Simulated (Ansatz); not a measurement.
# BAs (F-43m): converging the G0W0 gap, part 2 of 2

How do accuracy and time trade against each other in G0W0 on BAs (F-43m)?

Ansatz 0.2.0; G0W0 on PBE, plane waves, PAW. Known limits of the many-body steps: not at the basis limit; no spin-orbit coupling; coarse k mesh.

So far. Step 4 (175 empty bands, screening to 200 eV): Against the run with 6×6×6 mesh, 81 empty bands, screening to 120 eV, the gap moves by +0.07 eV. Step 5 (Changing the k mesh: 4×4×4 mesh, 81 empty bands …): Against the run with 6×6×6 mesh, 81 empty bands, screening to 120 eV, the gap moves by +0.03 eV, while the start moved by +0.14 eV. A band edge is found at another k point on this mesh.

### Step 6. Changing the frequency model: 6×6×6 mesh, 81 empty bands, screening to 120 eV, plasmon pole

A plasmon pole stands in for the full frequency dependence of the screening; this run shows what that costs in accuracy.

Contents of input.yaml:

```yaml
crystal:
  lattice:
    - [0.0, 2.3885, 2.3885]
    - [2.3885, 0.0, 2.3885]
    - [2.3885, 2.3885, 0.0]
  atoms:
    - { symbol: B, position: [0.0, 0.0, 0.0] }
    - { symbol: As, position: [0.25, 0.25, 0.25] }
kpoints:
  mp_grid: { grid: [6, 6, 6] }
hamiltonian:
  xc: pbe
scf:
  occupations: { method: fixed }
gw:
  n_empty_bands: 81
  ecut_chi: 120
  qp_bands: [v2, c2]
  qp_kpoints: band_edges
  screening: { model: godby_needs }
```

On the command line:

```sh
> ansatz run input.yaml --threads 3 --pin off --max-ram 92160MiB --backend cuda --events-out ev --progress --plain --runs-dir out --devices 1 --max-vram 13GiB  # rebuilt from the run's record
```

Numbers of over 12 decimals in the logs are rounded to 6 here.

The program printed:

```text
GPUs: using 1 of 1 available (devices: 1).
[...]
GPU FFT provider: cuFFT
GPU libraries: cuBLAS 13.8.2, cuFFT 12.4.0, cuSOLVER 12.3.4
Crystal: 2 atoms, lattice volume = 27.252 Å³
Basis set: ecut = 420 eV, 531 PW (Γ)
Bands: 13, of which v1, the nominal top of the filled ones, is band 9 counted from 1 (8 counted from 0)
Symmetry: 24 space group operations
[...]
k-points: 16 of 216 (time reversal used)
[...]
1    11     15.2984    -9.0525    -4.5928   -14.0341  0.8026    15.6879    15.6871  root
[...]
12     8      7.0555   -16.8511     2.4446   -13.7043  0.7887     6.3503     6.3533  root
    12     9      7.0555   -16.8511     2.4446   -13.7043  0.7887     6.3503     6.3533  root
    12    10     12.5682    -7.9415    -4.0784   -12.0336  0.8137    12.5819    12.5819  root
    12    11     12.5786    -7.6522    -4.1297   -11.9417  0.8170    12.7385    12.7384  root
[key lines of the parts left out:]
SCF converged after 6 iterations
Free energy (F): -5012.081585 eV
Fermi energy:    11.131865 eV
```

Run time: 6.4 s. Hardware: 1 × NVIDIA H100 80GB HBM3 (shared by 6 runs) with 3 threads of AMD EPYC 7R13 (Zen 3), shared host; peak memory 1 GiB.

This step gave:

- bands summed: 90
- plasmon-pole fit frequency: 30.18 eV
- RPA ε∞ on this mesh (eigenvalues): 10.60, 10.60, 10.60
- plane waves in the screening matrix: 65
- G0W0 gap on the mesh: 1.851 eV
- k of the valence top: 0, 0, 0
- k of the conduction bottom: 0, 0.3333, 0.3333
- starting gap on the mesh: 1.281 eV
- least direct G0W0 gap on the computed points: 4.076 eV

Against the run with 6×6×6 mesh, 81 empty bands, screening to 120 eV, the gap moves by −0.02 eV.

### Step 7. Changing the files: 6×6×6 mesh, 81 empty bands, screening to 120 eV, hard PAW files

Other atomic data (hard PAW) test the pseudisation: the cutoff goes from 420 to 710 eV, with the same valence electrons.

input.yaml, as its differences from that of step 6:

```diff
@@ -12,2 +12,3 @@
   xc: pbe
+  pseudopotentials: { kind: paw, source: ansatz }
 scf:
@@ -19,2 +20,2 @@
   qp_kpoints: band_edges
-  screening: { model: godby_needs }
+  screening: { model: contour_deformation }
```

The program printed:

```text
GPUs: using 1 of 1 available (devices: 1).
[...]
GPU FFT provider: cuFFT
GPU libraries: cuBLAS 13.8.2, cuFFT 12.4.0, cuSOLVER 12.3.4
Crystal: 2 atoms, lattice volume = 27.252 Å³
Basis set: ecut = 710 eV, 1211 PW (Γ)
Bands: 13, of which v1, the nominal top of the filled ones, is band 9 counted from 1 (8 counted from 0)
Symmetry: 24 space group operations
[...]
k-points: 16 of 216 (time reversal used)
[...]
1    11     15.2293    -9.0510    -4.6146   -14.0290  0.7868    15.5940    15.5927  root
[...]
12     8      6.9851   -16.8489     2.4864   -13.7048  0.7652     6.3213     6.3274  root
    12     9      6.9851   -16.8489     2.4864   -13.7048  0.7652     6.3213     6.3274  root
    12    10     12.4982    -7.9424    -4.0392   -12.0378  0.8043    12.5545    12.5545  root
    12    11     12.5085    -7.6744    -4.1302   -11.9605  0.8086    12.6646    12.6644  root
[key lines of the parts left out:]
SCF converged after 7 iterations
Free energy (F): -5012.118612 eV
Fermi energy:    11.060173 eV
```

Wall time 9.3 s (1 × NVIDIA H100 80GB HBM3 (shared by 6 runs) with 3 threads); peak memory 1 GiB; 13 s of CPU time.

Numbers from this step:

| Quantity | Value |
| --- | --- |
| bands summed | 90 |
| RPA ε∞ on this mesh (eigenvalues) | 10.59, 10.59, 10.59 |
| plane waves in the screening matrix | 65 |
| G0W0 gap on the mesh | 1.876 eV |
| k of the valence top | 0, 0, 0 |
| k of the conduction bottom | 0, 0.3333, 0.3333 |
| starting gap on the mesh | 1.282 eV |
| least direct G0W0 gap on the computed points | 4.070 eV |

Against the run with 6×6×6 mesh, 81 empty bands, screening to 120 eV, the gap moves by +0.004 eV.

### Step 8. Convergence and cost

Times are wall times on 1 × NVIDIA H100 80GB HBM3 (shared by 6 runs) with 3 threads of AMD EPYC 7R13 (Zen 3), shared host, good to a factor of about two.

```csv
mesh,files,frequency,bands summed,cutoff (eV),start (eV),G0W0 (eV),time,host memory (GiB)
6×6×6,default PAW,contour deformation,37,60,1.281,1.681,3.6 s,1.00
6×6×6,default PAW,contour deformation,90,120,1.281,1.872,3.9 s,1.0
6×6×6,default PAW,contour deformation,184,200,1.281,1.943,6.3 s,1.1
4×4×4,default PAW,contour deformation,90,120,1.422,1.902,2.6 s,1.0
6×6×6,default PAW,plasmon pole,90,120,1.281,1.851,6.4 s,1.0
6×6×6,hard PAW,contour deformation,90,120,1.282,1.876,9.3 s,1.0
```

How the two edges are built up, in eV (the quasiparticle level is the starting level plus Σx plus Σc less Vxc):

```csv
run,edge,start,Σx,Σc,Vxc,Z,QP
37 bands,valence top,11.13,-16.45,1.44,-15.05,0.80,11.18
37 bands,conduction bottom,12.41,-8.31,-3.64,-12.40,0.81,12.86
90 bands,valence top,11.13,-16.45,0.95,-15.05,0.79,10.68
90 bands,conduction bottom,12.41,-8.31,-3.94,-12.40,0.80,12.56
184 bands,valence top,11.13,-16.45,0.77,-15.05,0.79,10.50
184 bands,conduction bottom,12.41,-8.31,-4.06,-12.40,0.80,12.44
```

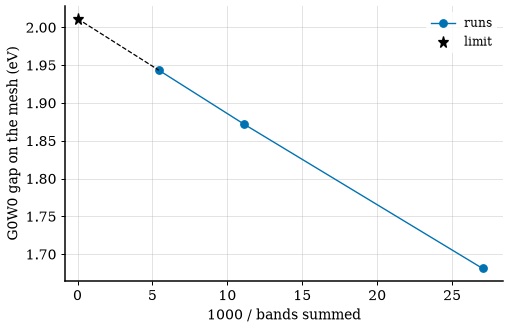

The gap against one over the number of bands; the dashed line carries the two highest rungs to the limit.

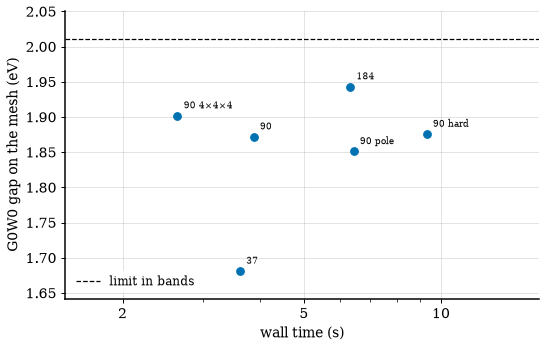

Result against wall time.

### Step 9. Results

```
37 bands, 60 eV                     : 1.681 eV
90 bands, 120 eV                    : 1.872 eV
184 bands, 200 eV                   : 1.943 eV
estimated limit in bands and cutoff : 2.01 eV
mesh and start                      : 6×6×6, PBE
```

**Reading.** A line in one over the bands through the two highest rungs gives 2.01 eV, +0.07 eV from the top rung; the pair below gives 2.01 eV, in fair agreement. The rungs stand 0.33 eV (37 bands), 0.14 eV (90 bands) and 0.07 eV (184 bands) from it. From 37 to 184 bands the gap moves by +0.26 eV. Σc changes by −0.67 eV at the valence top and −0.41 eV at the conduction bottom, so the levels themselves move more than the gap between them. On the 4×4×4 mesh in place of 6×6×6 the gap differs by +0.03 eV, of which +0.14 eV is already in the start. The plasmon-pole model gives −0.02 eV against contour deformation, 4 % of the correction, and saved no time in this program. Hard PAW files move the gap by +0.004 eV at equal bands and cutoff, +0.002 eV of it in the start. The cheapest rung within 0.1 eV of this estimate is that with 184 bands (6.3 s). The 6×6×6 mesh misses a band edge: over a band path and its finer mesh (run apart) the PBE gap is 1.18 eV, so the G0W0 gap over the zone may lie about 0.10 eV below its value on the mesh. The many-body steps are scalar-relativistic: spin-orbit coupling is not in them.

[Paths, hosts, dates, memory and timing lines, banners, echoed tables and standing remarks are left out of the program output.]

[Logs are printed without paths, hosts, clocks, repeated set-up lines and the standing remarks that a program may print on its own settings, such as how far it seeks lower states.]

[Runs of the session that timed out or met a known fault of the program may be left out.]

[Cells called generated may have been cut or substituted from an entry of the Crystallography Open Database or the Materials Project.]

[Hosts, paths, dates, database ids (printed as entryN), source tags and the programs' standing remarks are cut or masked in the printed files.]
